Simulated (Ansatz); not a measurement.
Nb16N: several calculations on one system

## 1. Relaxation

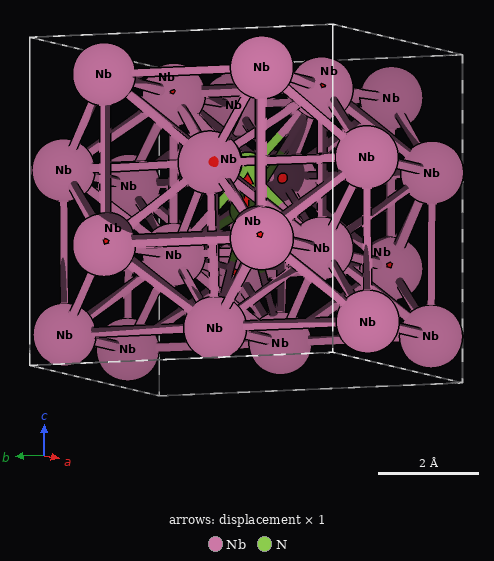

A relaxation of a defect cell of composition Nb16N. The starting structure is drawn faded, the final one solid; red arrows show the displacements, at their true length.

Style: ball-and-stick. Shown: the cell of the calculation, reduced to other axes (origin shifted), from a free direction. Lengths and directions refer to the drawn axes.

It is an interstitial N in bcc Nb. The run prepares the start of a later molecular dynamics calculation, from a guessed geometry.

The calculation used DFT PBEsol, scalar-relativistic, plane waves, PAW in Ansatz. (plane-wave cutoff 420 eV; k-point mesh 2 × 2 × 2; occupations fermi dirac; smearing width 0.05 eV; no spin polarisation; atoms relaxed in a fixed cell; force threshold 0.08 eV/Å; at most 25 steps)

### Atoms of which element are displaced furthest, and by how much?

Nitrogen: up to 0.77 Å, against 0.30 Å for niobium.

### Describe the change and its energy.

The largest move is that of the N atom, 0.77 Å along +c. By element the largest moves are N 0.77 Å, Nb 0.30 Å. The lattice vectors keep their values. Near-neighbour distances that change, for instance: N–Nb 2.974 → 3.693 Å, N–Nb 2.995 → 2.277 Å, N–Nb 2.952 → 2.277 Å, Nb–Nb 3.300 → 2.717 Å. Among the angles between lasting bonds that change: Nb–N–Nb 126.9° → 179.8°, Nb–N–Nb 126.7° → 90.1°, Nb–N–Nb 102.7° → 90.1°. After 11 geometry steps the energy has fallen by 2.487 eV per cell of the calculation. The largest force component goes from 5.7 to 0.008 eV/Å. Cost: 71 s on 2 threads of Intel(R) Xeon(R) Platinum 8488C (Sapphire Rapids), with other jobs on the host, peak memory 0.86 GiB.

Limits of the set-up: the cell has an odd number of electrons but was run without spin polarisation; the k-point mesh is coarse for a cell with partly filled bands; the periodic images lie only 6.6 Å apart, so the values are limited by the cell's size.

## 2. Dynamics

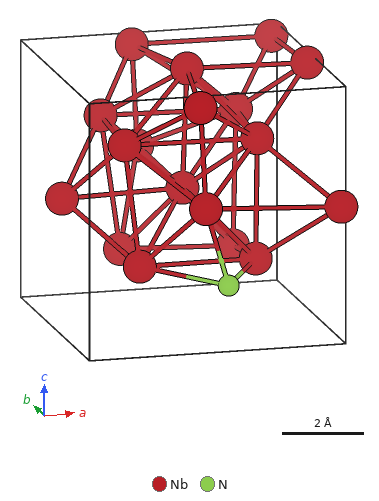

Starting frame of a dynamics run of Nb with an interstitial N (17 atoms in the cell). It starts from the last geometry of an earlier run, with fresh velocities. Style: ball-and-stick. Shown: the simulation cell, slightly off an axis. Bonds to atoms that aren't drawn are left out.

Method: DFT PBEsol, scalar-relativistic, plane waves, PAW in Ansatz 0.2.0.

Input
```yaml
crystal:
  lattice:
    - [6.6, 0.0, 0.0]
    - [0.0, 6.6, 0.0]
    - [0.0, 0.0, 6.6]
  atoms:
    - { symbol: Nb, position: [-0.02790196, -0.02129384, -0.04299813] }
    - { symbol: Nb, position: [0.43301912, -0.00126488, -0.04509406] }
    - { symbol: Nb, position: [-0.01834597, 0.49358242, -0.02747949] }
    - { symbol: Nb, position: [-0.01391654, 0.01382725, 0.53044302] }
    - { symbol: Nb, position: [0.25522467, 0.21940658, 0.29512108] }
    - { symbol: Nb, position: [0.52068223, 0.52346885, -0.02719869] }
    - { symbol: Nb, position: [0.45505241, 0.00128937, 0.55959966] }
    - { symbol: Nb, position: [0.72987161, 0.30373696, 0.27428655] }
    - { symbol: Nb, position: [0.02527216, 0.49313476, 0.50703449] }
    - { symbol: Nb, position: [0.31760701, 0.73939418, 0.23094102] }
    - { symbol: Nb, position: [0.20838401, 0.2656535, 0.7582921] }
    - { symbol: Nb, position: [0.49385102, 0.48855233, 0.51961725] }
    - { symbol: Nb, position: [0.7570244, 0.73512869, 0.21658275] }
    - { symbol: Nb, position: [0.72841939, 0.27553531, 0.74886629] }
    - { symbol: Nb, position: [0.24319578, 0.74424107, 0.75405249] }
    - { symbol: Nb, position: [0.76747898, 0.72960265, 0.74786578] }
    - { symbol: "N", position: [0.54585208, 0.01049167, 0.25398791] }
basis:
  ecutwfc: 420.0
kpoints:
  mp_grid: { grid: [2, 2, 2] }
hamiltonian:
  xc: pbesol
scf:
  occupations: { method: fermi_dirac, width: 0.05 }
  lower_state_search: "off"
md:
  timestep: 1.5
  n_steps: 300
  ensemble: nvt_langevin
  temperature: 1260.0
  initial_velocities: maxwell_boltzmann
  seed: 319627
  friction: 0.01
```

Run as
```bash
ansatz run input.yaml --threads 2 --pin off --max-ram 5120MiB --backend cpu --events-out ev --progress --plain --runs-dir out
```

**Predict how the run goes.**

Over the second half the temperature averages 1310 K (spread ±160 K). The potential energy in the second half lies on average 233 meV per atom below the first frame. In the second half of the run the atoms are, in the root-mean-square, this far from where they began (common drift taken out): N 0.42 Å, Nb 0.34 Å. Against the typical shortest distance between atoms in the first frame, about 2.5 Å these are wide excursions, but the first-neighbour bonds of the start all hold: the network flexes, or its layers or units shift against each other, without breaking.

Along the run (each row but the first and the last is the mean over the interval that it begins):

| time (fs) | potential energy (meV/atom) | T (K) |
| --- | --- | --- |
| 0.0 | 0.0 | 1186 |
| 45.0 | -201.5 | 2060 |
| 90.0 | -186.6 | 1445 |
| 135.0 | -197.4 | 1529 |
| 180.0 | -204.2 | 1338 |
| 225.0 | -204.9 | 1309 |
| 270.0 | -220.9 | 1397 |
| 315.0 | -247.1 | 1340 |
| 360.0 | -250.3 | 1311 |
| 405.0 | -242.1 | 1202 |
| 450.0 | -225.5 | 1096 |

The paths of the atoms:

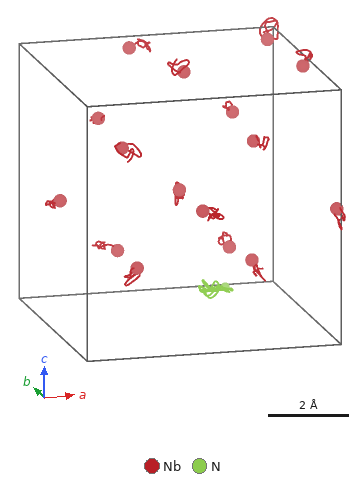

Limits of the set-up: the cell has an odd number of electrons but was run without spin polarisation; the k-point mesh is coarse for a cell with partly filled bands; the periodic images lie only 6.6 Å apart, so the values are limited by the cell's size.

## 3. Energy conservation

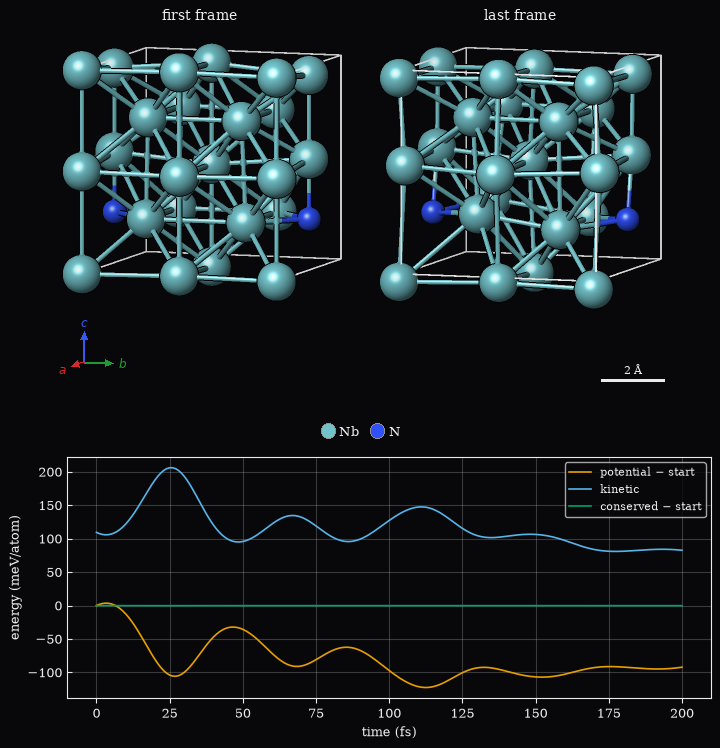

A Born-Oppenheimer molecular dynamics run of Nb with an interstitial N (17 atoms in the cell), 200 fs long. Style: ball-and-stick. Shown: the simulation cell, slightly off an axis. Bonds to atoms that aren't drawn are left out.

Level of theory: DFT PBEsol, scalar-relativistic, plane waves, PAW (Ansatz 0.2.0). Settings: plane-wave cutoff 150 eV; k-point mesh 2 × 2 × 2; Fermi-Dirac smearing 0.05 eV; Nosé-Hoover thermostat (NVT); set temperature 900 K; time step 1 fs; thermostat time 50.0 fs.

The input:
```yaml
crystal:
  lattice:
    - [6.6, 0.0, 0.0]
    - [0.0, 6.6, 0.0]
    - [0.0, 0.0, 6.6]
  atoms:
    - { symbol: Nb, position: [-0.0073639, 0.0003803, -0.00192779] }
    - { symbol: Nb, position: [0.49279923, 0.0003542, -0.0441244] }
    - { symbol: Nb, position: [-0.00736174, 0.50035158, 0.00605217] }
    - { symbol: Nb, position: [-0.00736764, 0.00038197, 0.50199421] }
    - { symbol: Nb, position: [0.24875806, 0.24408859, 0.25004512] }
    - { symbol: Nb, position: [0.49278165, 0.50030931, -0.00191404] }
    - { symbol: Nb, position: [0.49277404, 0.00035801, 0.54414534] }
    - { symbol: Nb, position: [0.73635858, 0.24405818, 0.25002905] }
    - { symbol: Nb, position: [-0.00739066, 0.50035242, 0.49404307] }
    - { symbol: Nb, position: [0.24886501, 0.7565198, 0.25004673] }
    - { symbol: Nb, position: [0.23254648, 0.26063213, 0.75006173] }
    - { symbol: Nb, position: [0.49273133, 0.50031043, 0.50198075] }
    - { symbol: Nb, position: [0.73638776, 0.75646653, 0.25002158] }
    - { symbol: Nb, position: [0.75297087, 0.26060867, 0.75001787] }
    - { symbol: Nb, position: [0.2325473, 0.74017626, 0.75005508] }
    - { symbol: Nb, position: [0.75295837, 0.74018425, 0.75000615] }
    - { symbol: "N", position: [0.49228238, 0.00029415, 0.25000477] }
basis:
  ecutwfc: 150.0
kpoints:
  mp_grid: { grid: [2, 2, 2] }
hamiltonian:
  xc: pbesol
scf:
  occupations: { method: fermi_dirac, width: 0.05 }
  lower_state_search: "off"
  max_iter: 81
md:
  timestep: 1
  n_steps: 200
  ensemble: nvt_nose_hoover
  temperature: 900.0
  initial_velocities: maxwell_boltzmann
  seed: 364823
  nose_hoover: { tau: 50.0, chain_length: 5 }
```

Run as
```bash
ansatz run input.yaml --threads 2 --pin off --max-ram 5120MiB --backend cpu --events-out ev --progress --plain --runs-dir out
```

Q: How well is the energy conserved, and can the run be trusted?

A: The conserved quantity stays between −0.13 and 0.0068 meV per atom of its start. A straight-line fit has a slope that amounts to −0.042 meV per atom over 200 fs (under 0.1 % of the mean kinetic energy), and the ripple about it is under 0.1 % of the kinetic energy's fluctuation. With a drift under 2 % and a ripple under 7 %, the integration is accurate. The plane-wave cutoff is below what these potentials need, so energies and forces are off. Over the second half the temperature averages 861 K (spread ±176 K). The potential energy in the second half lies on average 101 meV per atom below the first frame. The first frame is far from relaxed (forces up to 7.1 eV/Å), so much of the motion is the structure settling.

Limits of the set-up: the cell has an odd number of electrons but was run without spin polarisation; the k-point mesh is coarse for a cell with partly filled bands; the cutoff lies below the recommended one; the periodic images lie only 6.6 Å apart, so the values are limited by the cell's size.

The run took 4.4 min on 2 threads of Intel(R) Xeon(R) Platinum 8488C (Sapphire Rapids), with other jobs on the host, peak memory 0.54 GiB.
